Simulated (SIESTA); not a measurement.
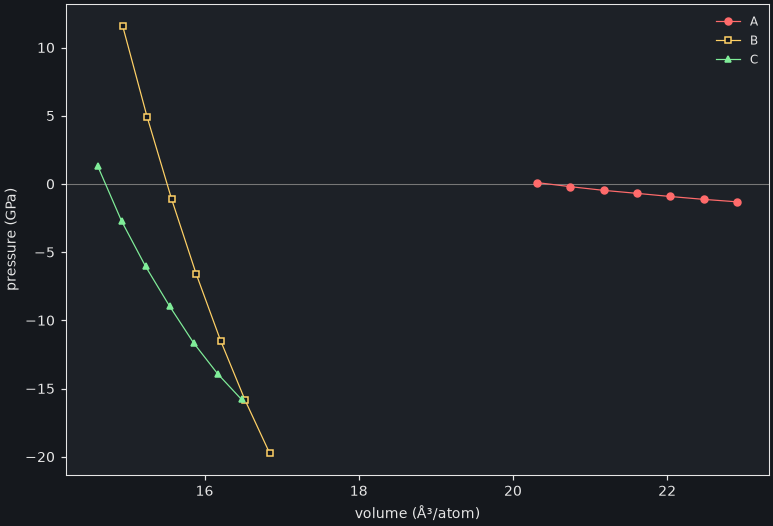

The plot gives the computed pressure against volume, with one curve for each element, for Li, Mo and Pd (all in space group Im-3m (No. 229)). The labels are replaced by letters.

Calculation (SIESTA 5.4.2): DFT in numerical atomic orbitals with pseudopotentials, no spin polarisation; energies at scaled volumes of the given cell, shape and fractions fixed, counted from the fit's minimum, third-order Birch-Murnaghan fit. Level: PBEsol.

| setting | value |
| --- | --- |
| occupations | Fermi–Dirac |
| smearing width | 0.05 eV |
| potentials | PseudoDojo 0.4 standard, converted to PSML, two zetas on semicore shells |

Which letter stands for which compound?

Answer. A: Li; B: Mo; C: Pd.

Caveats: mulliken charges of long orbitals.
